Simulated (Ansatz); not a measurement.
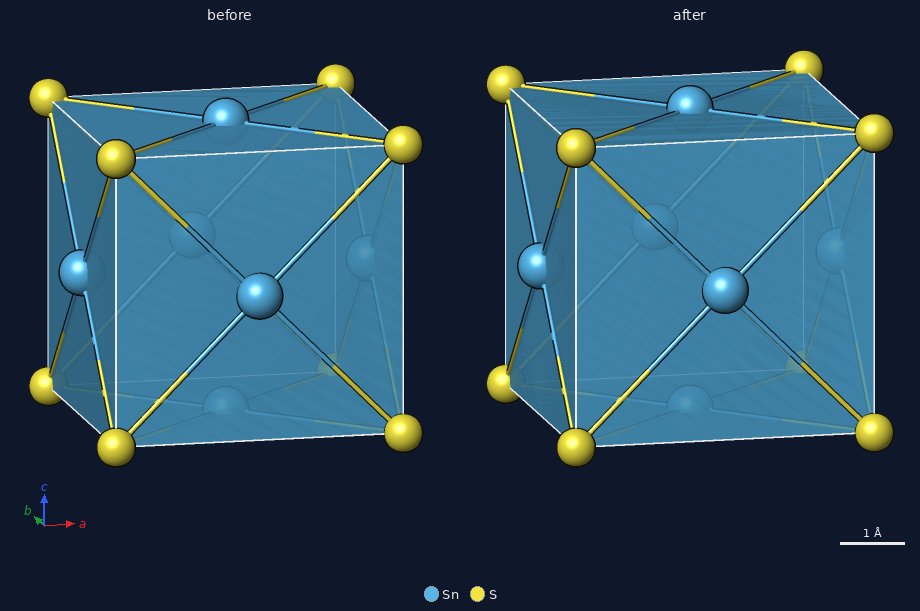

Left: a symmetric starting cell of Sn$_{3}$S (made from another compound by putting S in place of Se). Right: the same structure after one change, at the same scale. Style: polyhedral. Shown: the cell of the calculation, slightly off an axis.

These are results of Ansatz 0.2.0, DFT PBEsol, scalar-relativistic, plane waves, PAW, not measurements. (plane-wave cutoff 420 eV; k-point mesh 10 × 10 × 10; occupations gaussian; smearing width 0.1 eV; no spin polarisation)

> What was changed?

All lengths are scaled by +3.8 % (volume +11.9 %), the atoms keeping their fractional coordinates. No relaxation follows. The starting cell wasn't computed here and needn't be at equilibrium, so pressure and forces aren't due to the change alone.

> How do the computed properties respond?

Near-neighbour distances before and after: S–Sn 3.297 → 3.423 Å. The space group stays Pm-3m (No. 221). The pressure is −6.6 GPa (not all of it need come from the change, since the unchanged cell can be under pressure at this level too). All forces vanish by symmetry.
